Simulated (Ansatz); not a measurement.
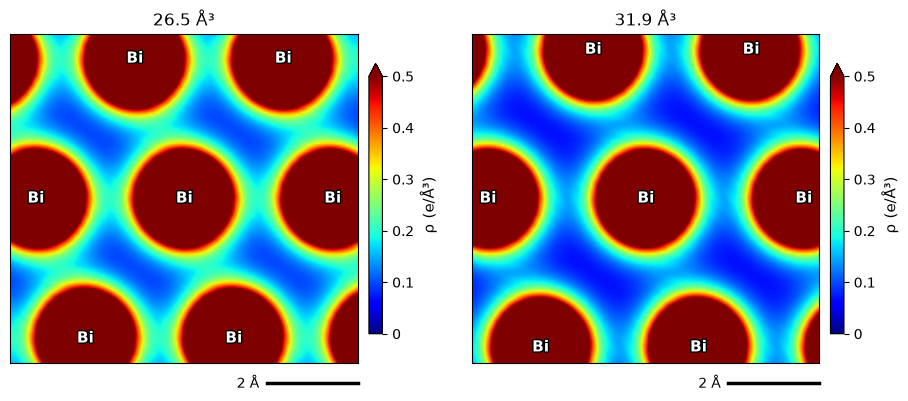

Bi. The valence charge density (pseudo) of cells scaled evenly to different volumes (given per atom above each panel), on the (001) plane of each (indices in the axes of the cell below), at one length scale and on one colour scale.

A structure from a database of computed crystals, not necessarily the ambient phase; computed without spin polarisation.

Method: DFT PBE+D3(BJ), scalar-relativistic, plane waves, PAW (Ansatz 0.2.0).

Core electrons are frozen (PAW), and the valence fields are smoothed inside the atomic spheres.

The largest cell:

```
CELL_PARAMETERS angstrom
-1.99790 1.99790 1.99790
1.99790 -1.99790 1.99790
1.99790 1.99790 -1.99790
ATOMIC_POSITIONS crystal
Bi 0.00000 0.00000 0.00000
```

| volume (Å³/atom) | Bi–Bi contact in the plane (Å) | ρ at its midpoint (e/Å³) | pressure (GPa) | 
| --- | --- | --- | --- |
| 26.48 | 3.252 | 0.204 | 10.2 | 
| 30.09 | 3.394 | ? | ? | 
| 31.90 | 3.460 | 0.143 | −2.9 | 

Estimate the missing row, and compare with the calculation.

Over the known rows ln ρ falls by 1.71 per Å of Bi–Bi distance (the line through the two), which gives 0.160 e/Å³ at 3.394 Å; the calculation gives 0.167 e/Å³. For the pressure, a straight line in volume between the neighbouring rows gives 1.5 GPa; the calculation gives 0.0, lower because pressure rises ever faster on compression.
